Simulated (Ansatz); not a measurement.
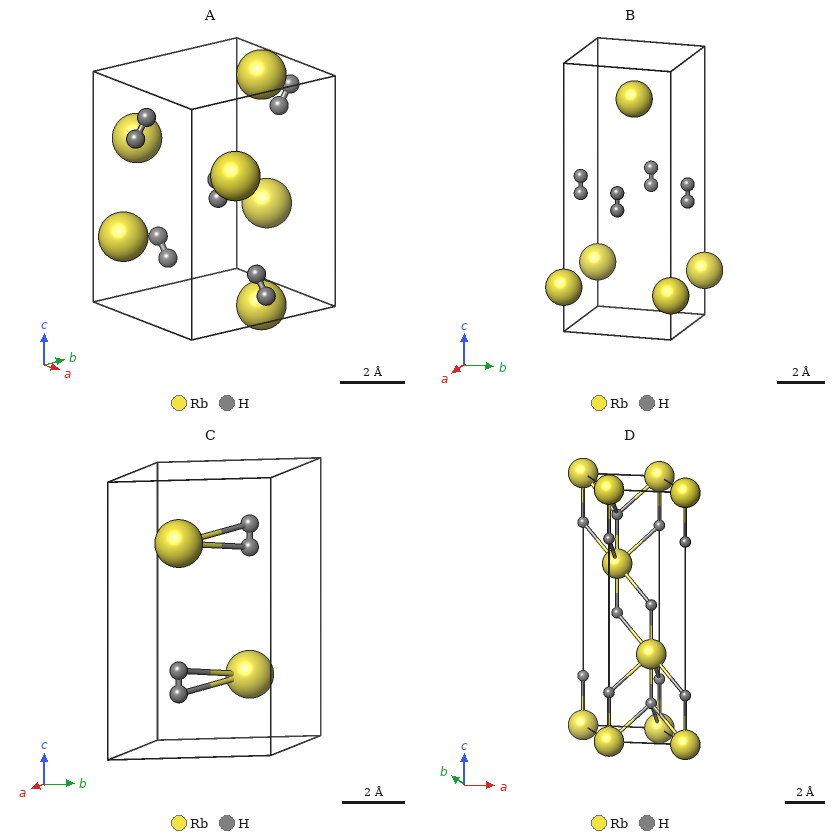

Four structures of RbH$_{2}$, each relaxed to rest (conventional cells in solid outline, small ones repeated, each panel with its own scale). Method: Ansatz, DFT PBE, scalar-relativistic, plane waves, PAW, without spin polarisation.

Name the structure in each panel.

Answer. A: 9 atoms a cell on a primitive hexagonal lattice, P3_121; B: 6 atoms a cell on a primitive orthorhombic lattice, Pmmn; C: 6 atoms a cell on a primitive hexagonal lattice, P6_3/mmc; D: 9 atoms a cell on a rhombohedral (trigonal R) lattice, R-3m.

Which of these is lowest in energy, and how far above it do the others lie?

Answer. B, then A (+64 meV/atom), C (+81 meV/atom) and D (+626 meV/atom), energies at zero smearing.

Collect the results in a table.

Answer.
| panel | structure | E − E(lowest) (meV/atom) | volume (Å³/atom) | gap (eV) |
| --- | --- | --- | --- | --- |
| B | Pmmn | 0 | 43.8 | metal |
| A | P3_121 | 64 | 41.2 | metal |
| C | P6_3/mmc | 81 | 38.8 | metal |
| D | R-3m | 626 | 21.1 | metal |

Some of these may be structure types tried for this composition rather than known phases, and the most stable form need not be among them. Gaps are taken on the k-mesh or band path of each run.
